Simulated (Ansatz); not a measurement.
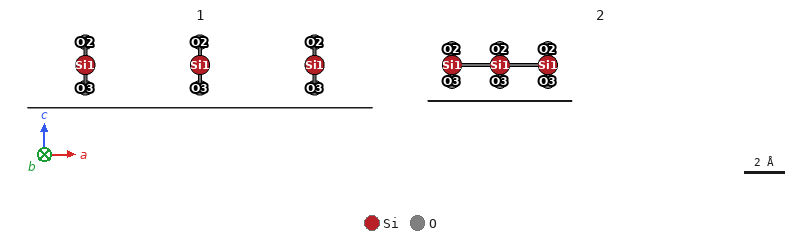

Two geometries of a free-standing layer of SiO2 (a generated structure, set up in P2/m) (coarse preliminary run), drawn at one scale. One is the start of a relaxation, the other its converged end. A ball-and-stick model of the 3 × 2 repeat of the cell, outlined in the plane, without the vacuum, seen along the b axis.

The calculation used Ansatz, DFT PBE, scalar-relativistic, plane waves, PAW. Set-up: plane-wave cutoff 420 eV; k-point mesh 8 × 6 × 1; occupations gaussian; smearing width 0.1 eV; no spin polarisation; cell and atoms relaxed; force threshold 0.04 eV/Å; at most 70 steps.

> Which geometry has the lower energy?

Structure 1 is the relaxed one. The largest moves, 0.55 Å, are those of O2 and O3. O2 goes at 52° to the normal (+c side). Si stays in place. In the plane the drawn cell goes a 7.242 → 17.320 Å (+139.2 %), b 7.196 → 5.009 Å (−30.4 %). Near-neighbour distances that change, for instance: Si1–Si1 2.414 → 5.773 Å, Si1–Si1 (another image) 3.598 → 2.504 Å, Si1–O2 2.548 → 1.700 Å, Si1–O2 (another image) 1.435 → 1.700 Å. New bonds form, among them: Si1–O2 (2.55 → 1.70 Å), Si1–O3 (2.55 → 1.70 Å), Si1–Si1 (another periodic image) (3.60 → 2.50 Å). Bonds break, among them: Si1–Si1 (2.41 → 5.77 Å). Over 40 accepted moves (52 points after the start) the energy falls by 1926 meV per atom. The largest force component goes from 6.6 to 0.0011 eV/Å. At 12 points the geometry stayed and the basis and grid were re-selected for the new cell (energy shift of 74.0 meV per atom at most each time). The program noted that it reset the height of the cell. Cost: 2.7 min on 1 thread of Intel(R) Xeon(R) 6975P-C (Granite Rapids), with other jobs on the host, peak memory 0.56 GiB.
